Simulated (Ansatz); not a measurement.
## Ta23N24: single-point calculation (part 1 of 3)

Ta23N24 (defect cell, 47 atoms in the cell), computed with DFT PBE, scalar-relativistic, plane waves, PAW, spin-polarised (Ansatz 0.2.0).

The structure derives from an entry of the Crystallography Open Database. Figures and captions count atoms from 1; the log counts them from 0 in places.

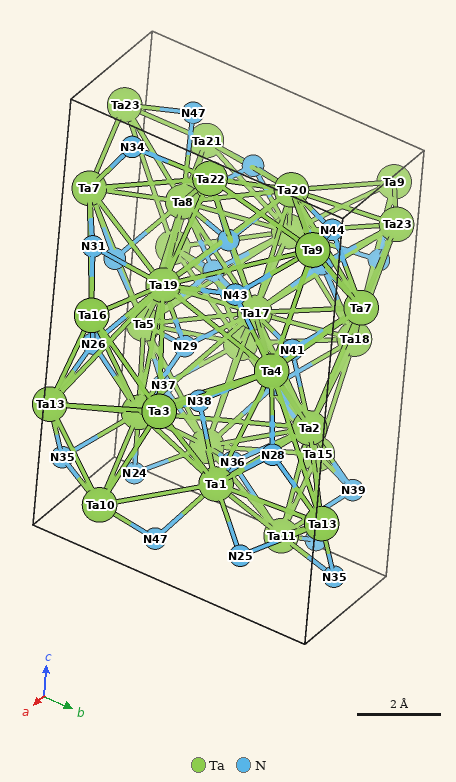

*The structure (ball-and-stick view of the cell of the calculation, seen slightly off an axis; atoms are numbered from 1 in the order of the input). An atom can appear more than once, as a periodic image.*

Input file:
```yaml
crystal:
  lattice:
    - [-4.575, 2.641377, 4.94]
    - [4.575, -2.641377, 4.94]
    - [4.575, 7.924132, -4.94]
  atoms:
    - { symbol: Ta, position: [0.7014985067, 0.5557822421, 0.2043336072] }
    - { symbol: Ta, position: [0.5042110856, 0.8166044579, 0.3774807979] }
    - { symbol: Ta, position: [0.0103973646, 0.4139806469, 0.3844931378] }
    - { symbol: Ta, position: [0.8736098135, 0.7628007295, 0.5550202189] }
    - { symbol: Ta, position: [0.2670172842, 0.1336356557, 0.3921913471] }
    - { symbol: Ta, position: [0.1562214859, 0.5886619718, 0.7194035103] }
    - { symbol: Ta, position: [0.681693572, 0.0085510215, 0.74217296] }
    - { symbol: Ta, position: [0.4457904096, 0.2805108787, 0.74915127] }
    - { symbol: Ta, position: [0.0328613305, 0.9126693348, 0.9070153063] }
    - { symbol: Ta, position: [0.7919993182, 0.1739795663, 0.062820044] }
    - { symbol: Ta, position: [0.3429584444, 0.7067944987, 0.0679611814] }
    - { symbol: Ta, position: [0.1748055663, 0.3708463613, 0.1572561496] }
    - { symbol: Ta, position: [0.8217527007, 0.9737865713, 0.2480046968] }
    - { symbol: Ta, position: [0.5488233063, 0.2183004797, 0.253620882] }
    - { symbol: Ta, position: [0.0917128122, 0.7424730815, 0.2292199399] }
    - { symbol: Ta, position: [1.0098262244, 0.1443034871, 0.5343231646] }
    - { symbol: Ta, position: [0.4227709558, 0.5642907356, 0.5649138943] }
    - { symbol: Ta, position: [0.238301086, 0.8765883388, 0.560637128] }
    - { symbol: Ta, position: [0.7290082928, 0.3131200811, 0.6077437528] }
    - { symbol: Ta, position: [0.5790334424, 0.6972979249, 0.9151144628] }
    - { symbol: Ta, position: [0.1254713709, 0.2596196019, 0.8357194707] }
    - { symbol: Ta, position: [0.8798166209, 0.485469569, -0.0694527438] }
    - { symbol: Ta, position: [0.4043361632, 0.0335181271, -0.0994925854] }
    - { symbol: "N", position: [0.2782751887, 0.15021268, 0.0488267008], spin: 0.5 }
    - { symbol: "N", position: [0.8003906208, 0.6902846036, 0.0896159166] }
    - { symbol: "N", position: [0.6996983221, 0.0756097578, 0.3993194077] }
    - { symbol: "N", position: [0.2405940406, 0.6105324679, 0.3787826666] }
    - { symbol: "N", position: [-0.05147014, 0.8122548387, 0.3845002132] }
    - { symbol: "N", position: [0.5000955083, 0.3474518627, 0.4376970779] }
    - { symbol: "N", position: [0.4206506606, 0.7859568962, 0.7403733022] }
    - { symbol: "N", position: [0.8680684708, 0.0889076571, 0.6581280775] }
    - { symbol: "N", position: [0.6357098909, 0.5053992806, 0.7525451606] }
    - { symbol: "N", position: [0.1281965356, -0.0909901607, 0.7376133471] }
    - { symbol: "N", position: [-0.0609501518, 0.2156402686, -0.0614612505] }
    - { symbol: "N", position: [0.5700815275, 0.9671770934, 0.0813095811] }
    - { symbol: "N", position: [0.4387852485, 0.5364110977, 0.2082643086] }
    - { symbol: "N", position: [1.0441340336, 0.160595682, 0.2201223319], spin: 0.5 }
    - { symbol: "N", position: [0.7599327553, 0.4856723208, 0.3894080639] }
    - { symbol: "N", position: [0.3441147829, 0.9462507526, 0.2424006928], spin: 0.5 }
    - { symbol: "N", position: [0.2323628637, 0.3549261636, 0.5737103199] }
    - { symbol: "N", position: [0.6160005318, 0.7597952333, 0.5627440982] }
    - { symbol: "N", position: [0.4752402996, 0.0656765345, 0.5599464312] }
    - { symbol: "N", position: [0.8880228581, 0.6137018674, 0.6954568381] }
    - { symbol: "N", position: [0.7687142379, 0.9046080589, 0.9097708947] }
    - { symbol: "N", position: [0.3350501064, 0.4885163386, 0.874438814] }
    - { symbol: "N", position: [0.0695930474, 0.7582360342, 0.0286845486], spin: 0.5 }
    - { symbol: "N", position: [0.5842490192, 0.3260719729, -0.0068976584] }
magnetization:
  spin_polarized: true
basis:
  ecutwfc: 420
  fft_grid_basis: typed
kpoints:
  mp_grid: { grid: [2, 2, 2] }
hamiltonian:
  xc: pbe
  pseudopotentials: { kind: paw }
scf:
  occupations: { method: gaussian, width: 0.05 }
output:
  forces: true
  stress: false
  eigenvalues: true
  bader: true
  write_density: true
  volumetric_format: npy
  populations: true
```

Command:
```bash
ansatz run input.yaml --threads 8 --pin off --max-ram 16384MiB --backend cpu --events-out ev --progress --plain --runs-dir out
```

What the program printed:
```
Engine: ansatz 0.2.0, aarch64-unknown-linux-gnu
Pseudopotentials: kind: paw
Pseudopotential: Ta, paw, valence charge 13, recommended cutoff 420 eV (normal), Ta.paw.azcp
Pseudopotential: N, paw, valence charge 5, recommended cutoff 420 eV (normal), N.paw.azcp
Functional definition: PBE
  parameter kappa = 0.804
  parameter beta = 0.06672455060314922
  exchange = pbe_x(kappa = kappa, mu = beta*pi^2/3)
  correlation = pbe_c(beta = beta)
Crystal: 47 atoms, lattice volume = 477.572 Å³
Basis set: ecut = 420 eV, 9363 PW (Γ), exchange–correlation on 100×100×144 points (8 copies of the dense FFT grid, shifted against one another)
Bands: 258, of which v1, the nominal top of the filled ones, is band 210 counted from 1 (209 counted from 0)
Symmetry: 1 space group operations
Space group: P1 (ITA 1), of the structure as read, at distance tolerance 7.8e-5 Å
Magnetic group: BNS 1.1 (UNI 1), of the structure as read, at distance tolerance 7.8e-5 Å
k-points: 8
Non-local potential: Ta, projectors of the file, l = 0: 3, l = 1: 2, l = 2: 2, l = 3: 1
Non-local potential: N, projectors of the file, l = 0: 2, l = 1: 2, l = 2: 1
PAW form: soft (Blöchl's): semilocal exchange-correlation on the pseudo side does not see the compensation charge
PAW one-centre angular grid: Ta, 590 points (default); XC on 64 Gauss nodes
PAW one-centre angular grid: N, 110 points (default); XC on 64 Gauss nodes
Initial density: superposition of atomic densities (chi_scale 0.1, normalization cell, long waves kept (reshape's long-wave potential 0.29 eV rms))
Starting moments: Σ|m| = 2 μB on 4 of 47 sites
Initial wavefunctions: pseudopotential atomic-orbital guess
Functional: x = pbe(κ = 0.804, μ = 0.2195149727645171), c = pbe(β = 0.06672455060314922)
SCF iter   1: F=—  HF=-237680.711860 eV  |F-HF|=—  |Δ(HF+E_count)|=         —  Δρ=4.66e-2 (↑4.66e-2 ↓4.33e-2)  dr2=1.17e2  dr2_m=4.28e-1  M=0.063 μB ∫|m|=0.283 μB  β_m=0.30  ethr=3.10e-3  ⟨swp⟩=6.0  Hψ=15099  notcnv=0  defer=302
Mixer restart at iter 1: flushing history
preconditioner: auto → Kerker (q_TF=auto, 2.669 Å⁻¹)  [metal: Δε(μ)=0.028 eV  Ē_g=9.826 eV  σ=0.050 eV  W_gap=0.30  n_scr=154 (ndim 8)  ℏωp=26.0 eV  f_vac=0.000  D(μ)=13.08/eV (n_scr^D=94)]
spin=Collinear: Kerker preconditioning applied to the charge; magnetization (m = ρ↑ − ρ↓) channel mixes plain (no charge-response kernel on spin).
SCF iter   2: F=—  HF=-237674.790234 eV  |F-HF|=—  |Δ(HF+E_count)|=    5.92e0  Δρ=3.01e-2 (↑3.01e-2 ↓2.95e-2)  dr2=5.70e1  dr2_m=2.28e-1  M=0.030 μB ∫|m|=0.227 μB  β_m=0.56  ethr=3.10e-3  ⟨swp⟩=2.1  Hψ=6301  notcnv=0  defer=640
preconditioner: auto → Resta (q_TF=auto, 2.669 Å⁻¹)  ε∞=8.2  [insulator: Δε(μ)=0.059 eV  Ē_g=9.699 eV  σ=0.050 eV  W_gap=0.58  n_scr=154 (ndim 8)  ℏωp=26.0 eV  f_vac=0.000  D(μ)=8.25/eV (n_scr^D=36)  ε∞_Penn≈8.2]
spin=Collinear: Resta preconditioning applied to the charge; magnetization (m = ρ↑ − ρ↓) channel mixes plain (no charge-response kernel on spin).
SCF iter   3: F=—  HF=-237676.674460 eV  |F-HF|=—  |Δ(HF+E_count)|=    1.88e0  Δρ=1.04e-2 (↑9.44e-3 ↓1.04e-2)  dr2=2.14e0  dr2_m=8.92e-3  M=0.003 μB ∫|m|=0.075 μB  β_m=0.63  ethr=3.10e-3  ⟨swp⟩=3.2  Hψ=6157  notcnv=0  defer=640
SCF iter   4: F=—  HF=-237677.199229 eV  |F-HF|=—  |Δ(HF+E_count)|=   5.25e-1  Δρ=4.55e-3 (↑4.41e-3 ↓4.55e-3)  dr2=6.77e-1  dr2_m=1.49e-3  M=0.000 μB ∫|m|=0.041 μB  β_m=0.74  ethr=5.11e-4  ⟨swp⟩=2.7  Hψ=6630  notcnv=0  defer=636
SCF iter   5: F=—  HF=-237677.147941 eV  |F-HF|=—  |Δ(HF+E_count)|=   5.13e-2  Δρ=1.75e-3 (↑1.75e-3 ↓1.72e-3)  dr2=1.08e-1  dr2_m=1.21e-5  M=-0.002 μB ∫|m|=0.010 μB  β_m=0.77  ethr=1.62e-4  ⟨swp⟩=2.2  Hψ=5954  notcnv=0  defer=636
SCF iter   6: F=—  HF=-237677.157868 eV  |F-HF|=—  |Δ(HF+E_count)|=   9.93e-3  Δρ=8.06e-4 (↑8.06e-4 ↓8.03e-4)  dr2=4.07e-2  dr2_m=2.49e-6  M=-0.002 μB ∫|m|=0.004 μB  β_m=0.75  ethr=2.57e-5  ⟨swp⟩=2.0  Hψ=5652  notcnv=0  defer=636
SCF iter   7: F=—  HF=-237677.160260 eV  |F-HF|=—  |Δ(HF+E_count)|=   2.39e-3  Δρ=3.68e-4 (↑3.68e-4 ↓3.67e-4)  dr2=4.46e-3  dr2_m=2.94e-7  M=-0.001 μB ∫|m|=0.002 μB  β_m=0.73  ethr=9.70e-6  ⟨swp⟩=1.4  Hψ=4134  notcnv=0  defer=636
SCF iter   8: F=—  HF=-237677.160195 eV  |F-HF|=—  |Δ(HF+E_count)|=   6.50e-5  Δρ=1.30e-4 (↑1.30e-4 ↓1.30e-4)  dr2=4.92e-4  dr2_m=8.92e-8  M=-0.001 μB ∫|m|=0.001 μB  β_m=0.85  ethr=1.06e-6  ⟨swp⟩=2.0  Hψ=5666  notcnv=0  defer=636
SCF iter   9: F=—  HF=-237677.160253 eV  |F-HF|=—  |Δ(HF+E_count)|=   5.83e-5  Δρ=7.71e-5 (↑7.71e-5 ↓7.67e-5)  dr2=2.22e-4  dr2_m=1.01e-8  M=-0.000 μB ∫|m|=0.000 μB  β_m=0.75  ethr=1.17e-7  ⟨swp⟩=2.0  Hψ=5901  notcnv=0  defer=636
SCF iter  10: F=—  HF=-237677.160235 eV  |F-HF|=—  |Δ(HF+E_count)|=   1.83e-5  Δρ=2.50e-5 (↑2.50e-5 ↓2.45e-5)  dr2=2.23e-5  dr2_m=6.59e-9  M=-0.000 μB ∫|m|=0.000 μB  β_m=0.75  ethr=5.30e-8  ⟨swp⟩=2.0  Hψ=5654  notcnv=0  defer=636
SCF iter  11: F=—  HF=-237677.160208 eV  |F-HF|=—  |Δ(HF+E_count)|=   2.74e-5  Δρ=9.28e-6 (↑9.28e-6 ↓9.11e-6)  dr2=3.54e-6  dr2_m=1.64e-9  M=-0.000 μB ∫|m|=0.000 μB  β_m=0.73  ethr=5.33e-9  ⟨swp⟩=2.0  Hψ=5652  notcnv=0  defer=636
SCF iter  12: F=—  HF=-237677.160208 eV  |F-HF|=—  |Δ(HF+E_count)|=   1.44e-7  Δρ=3.98e-6 (↑3.95e-6 ↓3.98e-6)  dr2=3.73e-7  dr2_m=4.45e-10  M=-0.000 μB ∫|m|=0.000 μB  β_m=0.82  ethr=8.46e-10  ⟨swp⟩=2.0  Hψ=5147  notcnv=0  defer=636
SCF iter  13: F=—  HF=-237677.160208 eV  |F-HF|=—  |Δ(HF+E_count)|=   5.88e-8  Δρ=2.36e-6 (↑2.33e-6 ↓2.36e-6)  dr2=1.77e-7  dr2_m=6.88e-11  M=-0.000 μB ∫|m|=0.000 μB  β_m=0.74  ethr=8.91e-11  ⟨swp⟩=2.0  Hψ=5844  notcnv=0  defer=636
SCF iter  14: F=-237677.160208 eV  HF=-237677.160208 eV  |F-HF|=5.68e-9  |Δ(HF+E_count)|=   1.09e-8  Δρ=6.69e-7 (↑6.45e-7 ↓6.69e-7)  dr2=1.09e-8  dr2_m=7.85e-12  M=-0.000 μB ∫|m|=0.000 μB  ethr=2.39e-11  ⟨swp⟩=13.1  Hψ=17931  notcnv=0
SCF 1 converged in 14 iterations: F = -237677.160208 eV  dr2 = 1.09e-8
  greatest PAW one-centre occupation: 1.000 electrons in one spin orbital (limit 2), on the Ta atom at site 15 (counted from 0), in its partial waves of l = 0
```

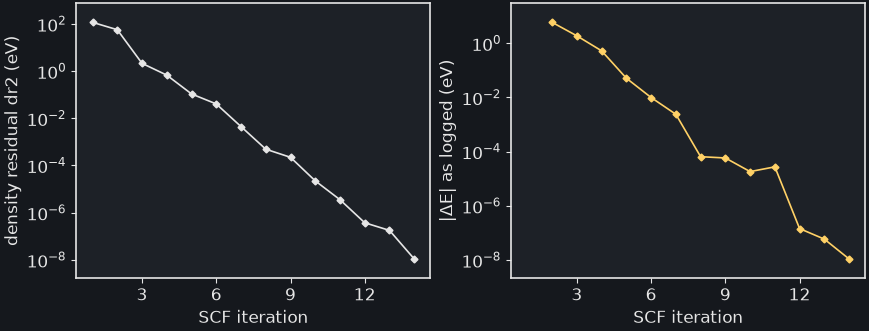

*Convergence of the self-consistent field: density residual dr2 and size of the energy change against the SCF iteration.*

The residual falls at every step.

```
WARN: the starting moments were not kept: the SCF closed with an absolute magnetisation of 2.0e-5 μB, where they sum to 2 μB in size (4 sites). That is at most 0.1 of that sum. Measured as dr2_m measures the in/out step, that magnetisation stands 6.6e-12 eV from none, at or under the dr2_threshold of 1.0e-7 eV: it is no larger than a step whose dr2_m would equal this threshold. The system may hold no moment; this SCF shows only that its start led to no more than that. To try another start: raise the starting moments (crystal.atoms[].spin, magnetization.per_species, magnetization.initial_magnetization, or on a non-collinear deck that types none of these the spinor_matrix: blocks that start its atoms; where the total moment is fixed, keep their sum and leave initial_magnetization as it is; typed ones take the place of any that the run laid by itself, positive ones on a crystal's lanthanoids without a Hubbard term where scf.initial_density.shell_occupations: [] is typed) or, if the notice of its spin-set hold's release reads "site moments contracting" or "site moments show no strong build", lengthen the hold (scf.mixing.spin_hold: { on: { confirm: 4 } }; for m-r²SCAN on two components see the key's manual first). Each may lead to a state that holds a moment. A second SCF, from the converged charge density, with the starting moments and any scf.initial_density.shell_occupations laid on it anew, would have followed, and was not run: the deck does not ask for one (magnetization.retry_lost_moments is false, the default). To let it run, set magnetization.retry_lost_moments: true and run the deck again, where that key's refused combinations let it; where memory then withholds it, that run's warning says so.
SCF converged after 14 iterations
Magnetization: -0.0000 μB (209.5000 up, 209.5000 down)
Absolute magnetization: 0.0000 μB (∫|ρ↑−ρ↓|, with the PAW one-centre terms)
Spin contamination: 0.0000 ħ² per cell (⟨S²⟩ above its minimum at these occupations)
```
